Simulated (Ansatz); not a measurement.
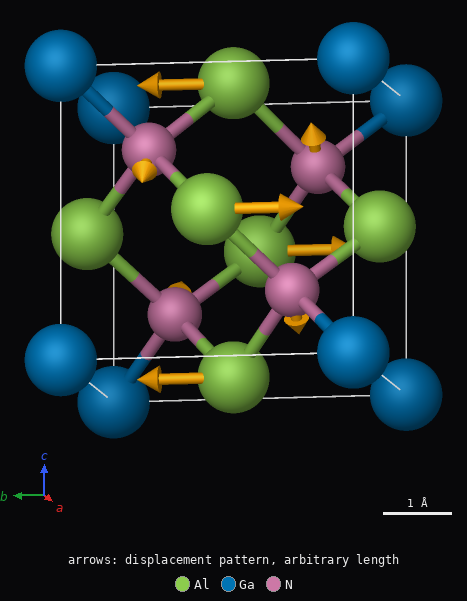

Phonons of a crystal of Al3GaN4, space group P-43m (No. 215), at the zone centre. The optical levels lie at 242 (×3), 327 (×3), 518 (×3), 608 (×3), 656 (×3), 658 (×3), 684, 701 (×2) cm⁻¹. One mode is drawn. The orange arrows give the relative displacements of the atoms. The picture is a ball-and-stick view of the cell of the calculation, seen from a free direction.

These are results of DFT PBEsol, scalar-relativistic, plane waves, PAW in Ansatz 0.2.0, not measurements. Set-up: plane-wave cutoff 420 eV; k-point mesh 6 × 6 × 6; occupations gaussian; smearing width 0.05 eV; no spin polarisation.

Frequencies are those without the non-analytic (LO–TO) term.

To which level does it belong?

The level at 327 cm⁻¹. This is the T₁ mode (triply degenerate; one member of the set is drawn), optical level 2 of 8, counted from below, silent by symmetry (neither infrared- nor Raman-active). The Ga atoms stay at rest; atoms of one kind move against one another, with no net shift of any sublattice; it mainly bends the Al–N, Ga–N bonds; the kinetic energy is shared as Al 80 %, N 20 %.
